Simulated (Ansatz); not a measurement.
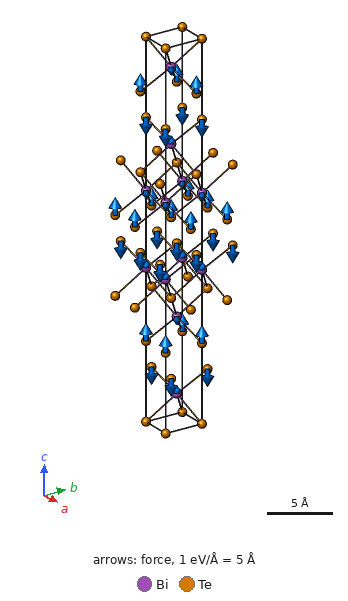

Starting geometry of solid Bi2Te3 (set up in R-3m) with the computed forces as blue arrows. A ball-and-stick model of the conventional cell (3 times the calculation's cell), seen slightly off an axis. Lengths and directions refer to the drawn axes.

The run lets cell and atoms move.

These are results of Ansatz 0.2.0, Kohn-Sham DFT of a periodic cell, r2SCAN with D3(BJ), Ansatz PAW, not measurements.

The input:
```yaml
crystal:
  lattice:
    - [2.193, 1.2661291403, 10.1656666667]
    - [-2.193, 1.2661291403, 10.1656666667]
    - [0.0, -2.5322582807, 10.1656666667]
  atoms:
    - { symbol: Bi, position: [0.6, 0.6, 0.6] }
    - { symbol: Bi, position: [0.4, 0.4, 0.4] }
    - { symbol: Te, position: [0.7905, 0.7905, 0.7905] }
    - { symbol: Te, position: [0.2095, 0.2095, 0.2095] }
    - { symbol: Te, position: [0.0, 0.0, 0.0] }
hamiltonian:
  xc: r2scan
  pseudopotentials: { kind: paw }
  dispersion: d3bj
kpoints:
  mp_grid: { grid: [7, 7, 7] }
scf:
  occupations: { method: fermi_dirac, width: 0.05 }
output:
  forces: true
  stress: true
relax:
  f_tol: 0.01
  max_steps: 40
  cell: { stress_tol: 0.05 }
```

Launched with:
```bash
ansatz run input.yaml --threads 2 --pin off --max-ram 5120MiB --backend cpu --events-out ev --progress --plain --runs-dir out
```

What follows when this structure is relaxed?

Answer. It isn't relaxed: the largest force vector, on Te atoms, is 0.29 eV/Å. The final displacements follow the starting forces only in part (cosine between the two patterns 0.70). The energy falls by 6.7 meV per atom in 4 accepted moves (5 points after the start). Largest force component: 0.29 eV/Å at the start, 0.0034 eV/Å at the end. The pressure goes from 0.29 to 0.00 GPa. At 1 point the geometry stayed and the basis and grid were re-selected for the new cell (energy shift of 0.2 meV per atom at most each time). The largest moves relative to the cell, 0.13 Å, are those of Te atoms. Largest moves by element: Te 0.13 Å, Bi 0.05 Å. The volume changes by +3.2 %, with a = b 4.386 → 4.394 Å (+0.2 %), c 30.497 → 31.353 Å (+2.8 %). Some distances before and after: Bi–Te 3.074 → 3.060 Å, Bi–Te 3.247 → 3.254 Å. The space group stays R-3m (No. 166).
